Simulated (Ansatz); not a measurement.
# BH3 on Al(110): dissociation, with H18 leaving for a neighbouring site, part 2 of 2

How high is the barrier for the dissociation, with H18 leaving for a neighbouring site? Relax the two ends, then run a nudged elastic band between them. The slab cell is 2×2, 4 layers thick, and the adsorbate is set down on it by hand.

Ansatz 0.2.0; DFT PBEsol, plane waves, PAW, scalar-relativistic, no spin polarisation. Earlier steps stand in the parts before.

### Step 6. Nudged elastic band

crystal.atoms is end A as relaxed above, and neb.final_atoms is end B. With 5 inner images the band has 7 in all.

Contents of input.yaml:

```yaml
crystal:
  lattice:
    - [8.1, 0.0, 0.0]
    - [0.0, 5.727565, 0.0]
    - [0.0, 0.0, 17.295674]
  atoms:
    - { symbol: Al, position: [0.25, 0.25, 0.0578179] }
    - { symbol: Al, position: [0.75, 0.25, 0.0578179] }
    - { symbol: Al, position: [0.25, 0.75, 0.0578179] }
    - { symbol: Al, position: [0.75, 0.75, 0.0578179] }
    - { symbol: Al, position: [-0.00031941, 0.00057274, 0.13126853] }
    - { symbol: Al, position: [0.49997224, 0.00307446, 0.12825599] }
    - { symbol: Al, position: [-6.399e-05, 0.49953615, 0.13010213] }
    - { symbol: Al, position: [0.49990046, 0.496431, 0.13051534] }
    - { symbol: Al, position: [0.24614297, 0.2522075, 0.21157037] }
    - { symbol: Al, position: [0.75270392, 0.25179015, 0.21171675] }
    - { symbol: Al, position: [0.24999164, 0.75136833, 0.21566838] }
    - { symbol: Al, position: [0.74842711, 0.75095151, 0.21601075] }
    - { symbol: Al, position: [-0.00068257, 0.00213648, 0.28762692] }
    - { symbol: Al, position: [0.49873456, 0.01108173, 0.28412717] }
    - { symbol: Al, position: [-0.00076989, 0.50074868, 0.28703053] }
    - { symbol: Al, position: [0.49870785, 0.50186217, 0.28699872] }
    - { symbol: B, position: [0.50275078, 0.26105265, 0.38500807] }
    - { symbol: H, position: [0.63590007, 0.29371296, 0.41505659] }
    - { symbol: H, position: [0.38114579, 0.34244736, 0.41622357] }
    - { symbol: H, position: [0.47431899, 0.04401812, 0.38987606] }
basis:
  ecutwfc: 420.0
kpoints:
  mp_grid: { grid: [2, 3, 1] }
hamiltonian:
  xc: pbesol
  pseudopotentials: { kind: paw, azcp: { folder: soft_1 } }
scf:
  occupations: { method: gaussian, width: 0.15 }
  lower_state_search: "off"
neb:
  images: 5
  f_tol: 0.03
  initial_path: idpp
  max_iterations: 58
  constraints: [{ sites: [0, 1, 2, 3] }]
  final_atoms:
    - { symbol: Al, position: [0.25, 0.25, 0.05781793] }
    - { symbol: Al, position: [0.75, 0.25, 0.05781793] }
    - { symbol: Al, position: [0.25, 0.74999999, 0.05781793] }
    - { symbol: Al, position: [0.75, 0.74999999, 0.05781793] }
    - { symbol: Al, position: [0.00249231, 0.00200266, 0.13168589] }
    - { symbol: Al, position: [0.49999658, -8.854e-05, 0.12593662] }
    - { symbol: Al, position: [-0.00048573, 0.50052215, 0.13093476] }
    - { symbol: Al, position: [0.50006493, 0.50249618, 0.12848896] }
    - { symbol: Al, position: [0.26032688, 0.25114454, 0.22102759] }
    - { symbol: Al, position: [0.74836573, 0.25477952, 0.21351139] }
    - { symbol: Al, position: [0.24511288, 0.748821, 0.20989988] }
    - { symbol: Al, position: [0.75714635, 0.75492366, 0.21001838] }
    - { symbol: Al, position: [-0.00252381, 0.00065939, 0.28760368] }
    - { symbol: Al, position: [0.50326033, -0.01163543, 0.28228575] }
    - { symbol: Al, position: [-0.0031709, 0.50516478, 0.28728904] }
    - { symbol: Al, position: [0.50564445, 0.53489812, 0.28717834] }
    - { symbol: B, position: [0.3767143, 0.26328488, 0.34080672] }
    - { symbol: H, position: [0.52473666, 0.77038636, 0.35168882] }
    - { symbol: H, position: [0.26703288, 0.27019543, 0.38789762] }
    - { symbol: H, position: [0.50357104, 0.17745119, 0.3715399] }
  order_check: true
```

The run is started by

```bash
ansatz run input.yaml --threads 1 --pin off --max-ram 3072MiB --backend cpu --events-out ev --progress --plain --runs-dir out
```

Log, shortened:

```text
Warning: neb: disabling space-group detection — the band's intermediate images generally break the endpoint symmetry, so no spatial operation reduces the k-mesh or symmetrises the density, except that a semilocal band can use its path's symmetry ahead of convergence; time reversal is [...]
Warning: <dir> the record states the generating functional pbe (its physics header spells it `PBE`), which answers neither for hamiltonian.xc's functional nor for the pbesol family's — results may be inconsistent (PPs are generated against a specific XC)
[...]
Warning: RAYON_NUM_THREADS=1 ignored (pool sized by the plan → 1); use --threads N
[...]
Pseudopotentials: kind: paw
Pseudopotential: Al, paw, valence charge 3, recommended cutoff 420 eV (normal), <dir>
Pseudopotential: B, paw, valence charge 3, recommended cutoff 420 eV (normal), <dir>
Pseudopotential: H, paw, valence charge 1, recommended cutoff 420 eV (normal), <dir>
Functional definition: PBEsol
[...]
NEB image 0
Crystal: 20 atoms, lattice volume = 802.403 Å³
Basis set: ecut = 420 eV, 15713 PW (Γ), exchange–correlation on 120×80×240 points (8 copies of the dense FFT grid, shifted against one another)
[...]
SCF iter  10: F=-8585.864961 eV  HF=-8585.864961 eV  |F-HF|=1.07e-8  |Δ(HF+E_count)|=   1.71e-7  Δρ=1.00e-6  dr2=3.52e-8  ethr=1.85e-10  ⟨swp⟩=5.0  Hψ=620  notcnv=0
[...]
NSCF: frozen V_eff on 4 k-points
NEB end point (image 0): max|allowed force component| = 5.781e-3 eV/Å (the criterion of neb.relax_end_points is 1.000e-2)
NEB end point (image 6): max|allowed force component| = 1.743e-2 eV/Å (the criterion of neb.relax_end_points is 1.000e-2)
NEB image 1
[...]
NEB image 2
[...]
NEB image 3
[...]
NEB image 4
[...]
NEB image 5
[...]
NEB iter   1: max|band force component| = 2.388e0 eV/Å  barrier→ = 2.1140 eV  barrier← = 1.4905 eV  Δτ_max = 0.2000 Å  (73 SCF iters)
[...]
NEB iter   4: max|band force component| = 9.509e-1 eV/Å  barrier→ = 1.3867 eV  barrier← = 0.7632 eV  Δτ_max = 0.2000 Å  (37 SCF iters)
[...]
NEB iter   7: max|band force component| = 3.672e-1 eV/Å  barrier→ = 1.3186 eV  barrier← = 0.6951 eV  CI = image 4  Δτ_max = 0.1426 Å  (35 SCF iters)
[...]
NEB iter  10: max|band force component| = 1.046e-1 eV/Å  barrier→ = 1.3116 eV  barrier← = 0.6881 eV  CI = image 4  Δτ_max = 0.0995 Å  (32 SCF iters)
[...]
NEB iter  13: max|band force component| = 7.134e-2 eV/Å  barrier→ = 1.3062 eV  barrier← = 0.6827 eV  CI = image 4  Δτ_max = 0.0995 Å  (29 SCF iters)
NEB iter  14: max|band force component| = 5.460e-2 eV/Å  barrier→ = 1.3049 eV  barrier← = 0.6814 eV  CI = image 4  Δτ_max = 0.1502 Å  (30 SCF iters)
```

### Step 7. The log goes on: band between the two ends

Output, continued, shortened:

```text
NEB iter  15: max|band force component| = 4.339e-2 eV/Å  barrier→ = 1.3037 eV  barrier← = 0.6803 eV  CI = image 4  Δτ_max = 0.0525 Å  (30 SCF iters)
[...]
NEB iter  18: max|band force component| = 3.734e-2 eV/Å  barrier→ = 1.3014 eV  barrier← = 0.6780 eV  CI = image 4  Δτ_max = 0.0317 Å  (30 SCF iters)
[...]
NEB iter  19: max|band force component| = 2.143e-2 eV/Å  barrier→ = 1.3010 eV  barrier← = 0.6775 eV  CI = image 4  CI's point: of a kind that is not told: the force calls were inconclusive, a negative curvature could not be distinguished from the path's own, the only one lies far off the [...]
Free energy (F): -8585.187414 eV
[...]
E sigma→0 (E₀):  -8585.144489 eV
Entropy (-TS):   -0.085849 eV (-4.292 meV/atom)
Fermi energy:    -0.176746 eV
[...]
--- Forces (eV/Å), atoms counted from 1 ---
  atom   1  Al     0.15037816     0.00155199     0.37742322
[...]
    - { symbol: Al, position: [0.761462803453555, 0.2466984760513692, 0.21211777914251315] }
    - { symbol: Al, position: [0.2553052864380843, 0.7445042568808083, 0.21085950431894943] }
    - { symbol: Al, position: [0.768094307836649, 0.7576108725379178, 0.21267459383596943] }
    - { symbol: Al, position: [0.011855148968565191, -0.0015989173360988148, 0.2885148149399339] }
    - { symbol: Al, position: [0.5132313181075283, -0.02830289552302367, 0.2885983612244122] }
    - { symbol: Al, position: [0.009645417800918637, 0.4985782920273165, 0.2863542550176078] }
    - { symbol: Al, position: [0.5260092738516471, 0.5156875547114751, 0.2756398442301555] }
    - { symbol: B, position: [0.4080868009893543, 0.26551798794358583, 0.3514598212895845] }
    - { symbol: H, position: [0.4726836897538565, 0.6079176305679204, 0.36395926376822874] }
    - { symbol: H, position: [0.2936204842032241, 0.280037370363366, 0.3955612742023029] }
    - { symbol: H, position: [0.5365501091416776, 0.1956994500965951, 0.3839414591628154] }
```

Wall time 13 min (1 thread of Intel Xeon 6975P-C (Granite Rapids), shared host); peak memory 1.1 GiB.

### Step 8. What the band shows

Images 0 and 6 are the ends. Energies count from image 0; the path length is the program's own measure over all atoms.

| image | path (Å) | energy (eV) | B17–H18 (Å) | H18 x y z (Å) | band force (eV/Å) |
| --- | --- | --- | --- | --- | --- |
| 0 | 0.000 | 0.0000 | 1.21 | 5.15 1.68 7.18 | - |
| 1 | 1.174 | 0.0075 | 1.22 | 4.89 2.20 7.12 | 0.012 |
| 2 | 2.348 | 0.0001 | 1.27 | 4.28 2.60 6.75 | 0.012 |
| 3 | 3.522 | 0.1256 | 1.28 | 3.91 2.80 6.58 | 0.021 |
| 4* | 4.695 | 1.3010 | 2.04 | 3.83 3.48 6.29 | 0.012 |
| 5 | 5.453 | 0.6949 | 2.84 | 4.03 4.11 6.15 | 0.010 |
| 6 | 6.211 | 0.6234 | 3.07 | 4.25 4.41 6.08 | - |

The star marks the climbing image.

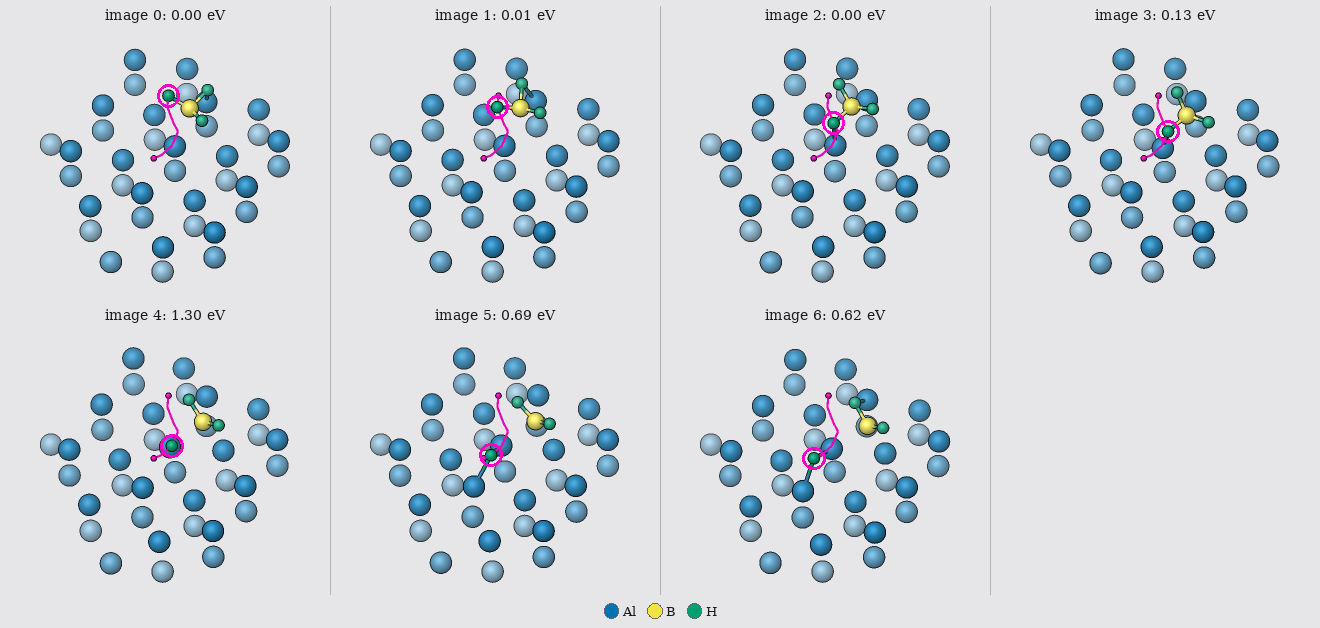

Snapshots along the band, viewed from above, slightly tilted. Ringed: H18. The magenta line is the track of the ringed atom over the whole band, with dots at its ends. Each atom of the cell is drawn once, at one copy chosen for all pictures, so bonds across the cell's faces may be missing, with copies of the slab's atoms added to fill out the patch; deeper layers are paler. Sticks join atoms closer than a bonding distance in each image.

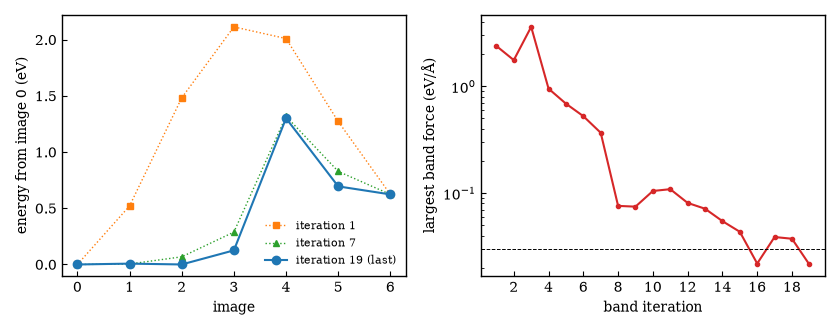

Left: energy of each image for early iterations and the last one (lines only join the points; early values far above the last band run off the scale). Right: the largest band force by iteration, with the threshold dashed.

The top of the band by iteration:

```
iteration  highest image above image 0 (eV)  largest band force (eV/Å)
        1                            2.1140                      2.388
        3                            1.5175                      3.606
        5                            1.3355                      0.688
        7                            1.3186                      0.367
        9                            1.3132                      0.075
       11                            1.3093                      0.109
       13                            1.3062                      0.071
       15                            1.3037                      0.043
       17                            1.3021                      0.039
       19                            1.3010                      0.021
```

The band as a trajectory file:

```xyz
20
Lattice="8.100 0.000 0.000 0.000 5.728 0.000 0.000 0.000 17.296" Properties=species:S:1:pos:R:3 pbc="T T T" image=0 dE=0.0000
Al    2.025    1.432    1.000
Al    6.075    1.432    1.000
Al    2.025    4.296    1.000
Al    6.075    4.296    1.000
Al   -0.003    0.003    2.270
Al    4.050    0.018    2.218
Al   -0.001    2.861    2.250
Al    4.049    2.843    2.257
Al    1.994    1.445    3.659
Al    6.097    1.442    3.662
Al    2.025    4.304    3.730
Al    6.062    4.301    3.736
Al   -0.006    0.012    4.975
Al    4.040    0.063    4.914
Al   -0.006    2.868    4.964
Al    4.040    2.874    4.964
B     4.072    1.495    6.659
H     5.151    1.682    7.179
H     3.087    1.961    7.199
H     3.842    0.252    6.743
20
Lattice="8.100 0.000 0.000 0.000 5.728 0.000 0.000 0.000 17.296" Properties=species:S:1:pos:R:3 pbc="T T T" image=1 dE=0.0075
Al    2.025    1.432    1.000
Al    6.075    1.432    1.000
Al    2.025    4.296    1.000
Al    6.075    4.296    1.000
Al    0.007    0.004    2.269
Al    4.049    0.021    2.234
Al    0.003    2.859    2.256
Al    4.052    2.847    2.259
Al    2.011    1.434    3.667
Al    6.112    1.445    3.657
Al    2.045    4.303    3.746
Al    6.085    4.299    3.729
Al    0.008    0.011    4.975
Al    4.087    0.042    4.936
Al    0.016    2.863    4.969
Al    4.068    2.867    4.967
B     4.052    1.454    6.640
H     4.887    2.201    7.124
H     2.980    1.398    7.196
H     4.670    0.362    6.732
20
Lattice="8.100 0.000 0.000 0.000 5.728 0.000 0.000 0.000 17.296" Properties=species:S:1:pos:R:3 pbc="T T T" image=2 dE=0.0001
Al    2.025    1.432    1.000
Al    6.075    1.432    1.000
Al    2.025    4.296    1.000
Al    6.075    4.296    1.000
Al    0.001    0.003    2.250
Al    4.050    0.020    2.258
Al    0.003    2.860    2.271
Al    4.049    2.845    2.220
Al    2.000    1.420    3.662
Al    6.105    1.417    3.658
Al    2.035    4.288    3.737
Al    6.074    4.287    3.730
Al    0.004   -0.006    4.964
Al    4.057   -0.013    4.964
Al    0.002    2.850    4.975
Al    4.059    2.797    4.918
B     4.054    1.363    6.660
H     4.280    2.605    6.746
H     2.988    1.167    7.201
H     5.051    0.894    7.174
20
Lattice="8.100 0.000 0.000 0.000 5.728 0.000 0.000 0.000 17.296" Properties=species:S:1:pos:R:3 pbc="T T T" image=3 dE=0.1256
Al    2.025    1.432    1.000
Al    6.075    1.432    1.000
Al    2.025    4.296    1.000
Al    6.075    4.296    1.000
Al    0.018    0.013    2.246
Al    4.060    0.044    2.232
Al    0.018    2.858    2.253
Al    4.053    2.862    2.158
Al    2.057    1.460    3.675
Al    6.145    1.454    3.662
Al    2.055    4.330    3.696
Al    6.148    4.342    3.717
Al    0.069    0.023    4.968
Al    4.093    0.051    4.928
Al    0.059    2.880    4.961
Al    4.117    2.931    4.798
B     3.636    1.554    6.472
H     3.907    2.801    6.581
H     2.477    1.450    6.809
H     4.483    1.070    7.190
20
Lattice="8.100 0.000 0.000 0.000 5.728 0.000 0.000 0.000 17.296" Properties=species:S:1:pos:R:3 pbc="T T T" image=4 dE=1.3010
Al    2.025    1.432    1.000
Al    6.075    1.432    1.000
Al    2.025    4.296    1.000
Al    6.075    4.296    1.000
Al    0.064    0.012    2.271
Al    4.055    0.018    2.239
Al    0.043    2.842    2.247
Al    4.042    2.852    2.134
Al    2.229    1.404    3.939
Al    6.168    1.413    3.669
Al    2.068    4.264    3.647
Al    6.222    4.339    3.678
Al    0.096   -0.009    4.990
Al    4.157   -0.162    4.992
Al    0.078    2.856    4.953
Al    4.261    2.954    4.767
B     3.306    1.521    6.079
H     3.829    3.482    6.295
H     2.378    1.604    6.841
H     4.346    1.121    6.641
20
Lattice="8.100 0.000 0.000 0.000 5.728 0.000 0.000 0.000 17.296" Properties=species:S:1:pos:R:3 pbc="T T T" image=5 dE=0.6949
Al    2.025    1.432    1.000
Al    6.075    1.432    1.000
Al    2.025    4.296    1.000
Al    6.075    4.296    1.000
Al    0.042    0.005    2.269
Al    4.055   -0.006    2.237
Al    0.021    2.854    2.248
Al    4.048    2.844    2.187
Al    2.234    1.366    3.945
Al    6.143    1.402    3.687
Al    2.057    4.225    3.626
Al    6.185    4.307    3.669
Al    0.074   -0.029    4.977
Al    4.132   -0.242    5.015
Al    0.064    2.842    4.959
Al    4.216    2.915    4.918
B     3.243    1.391    5.991
H     4.027    4.113    6.150
H     2.384    1.504    6.830
H     4.375    1.204    6.490
20
Lattice="8.100 0.000 0.000 0.000 5.728 0.000 0.000 0.000 17.296" Properties=species:S:1:pos:R:3 pbc="T T T" image=6 dE=0.6234
Al    2.025    1.432    1.000
Al    6.075    1.432    1.000
Al    2.025    4.296    1.000
Al    6.075    4.296    1.000
Al    0.020    0.011    2.278
Al    4.050   -0.001    2.178
Al   -0.004    2.867    2.265
Al    4.051    2.878    2.222
Al    2.109    1.438    3.823
Al    6.062    1.459    3.693
Al    1.985    4.289    3.630
Al    6.133    4.324    3.632
Al   -0.020    0.004    4.974
Al    4.076   -0.067    4.882
Al   -0.026    2.893    4.969
Al    4.096    3.064    4.967
B     3.051    1.508    5.894
H     4.250    4.412    6.083
H     2.163    1.548    6.709
H     4.079    1.016    6.426
```

### Step 9. Outcome

What follows sums up all 2 parts.

```
                    quantity                     value
                       end A  12 moves, 0.745 eV lower
                       end B  14 moves, 2.304 eV lower
            barrier forwards                   1.30 eV
           barrier backwards                   0.68 eV
second end relative to first                 +0.623 eV
               highest image     4 of 0 to 6, climbing
             band iterations                        19
lowest curvatures at the top      -4.31 and 0.03 eV/Å²
```

The bond meant to break goes from 1.21 to 3.07 Å, so the piece did come off. The barrier from the first end is 1.30 eV, 50 times kT at 300 K, which at an assumed attempt frequency of 10^13 s⁻¹ means a rate near 10^-9 s⁻¹. Going back costs 0.68 eV, since the second end is 0.62 eV above the first. The test of curvatures at the top gave "unresolved", so the point may be no simple saddle. The value is not shown to be converged in cell size (20 atoms) or k-mesh.
